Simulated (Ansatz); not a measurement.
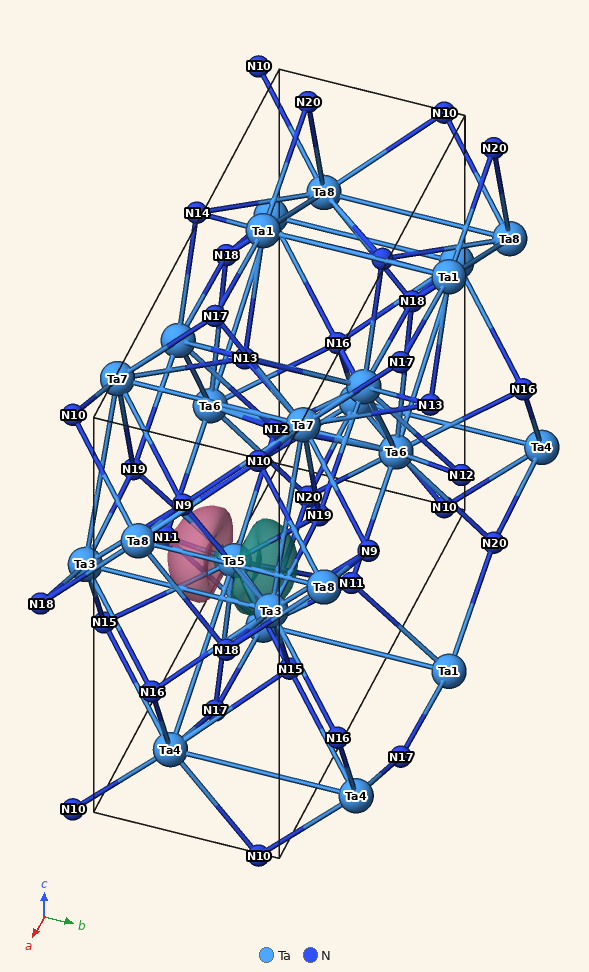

Ta2N3: one atom of the 20-atom cell (and its periodic copies) was moved a little. Density after less density before, teal at +0.15 and pink at −0.15 e/Å³, seen along [111]; cell a = 8.20 Å, b = 2.99 Å, c = 8.16 Å, α = 90.00°, β = 90.00°, γ = 90.00°. The lobes lie largely inside the PAW sphere, where the density is a smoothed one.

Space group Pnma. The cell comes from a database of computed structures, not from a measurement.

These are results of Ansatz 0.2.0, DFT r2SCAN, scalar-relativistic, plane waves, PAW, not measurements.

Find the displaced atom and its direction.

Answer. Ta5 moved towards the teal lobe, to the right in the picture. In the run the shift was 0.05 Å along [0 1 0] in the axes of the cell drawn.

How much does the computed force on the atom change?

Answer. The force on it changes by 0.70 eV/Å along the move, against it: a stiffness of about 14 eV/Å² for this sublattice shift.
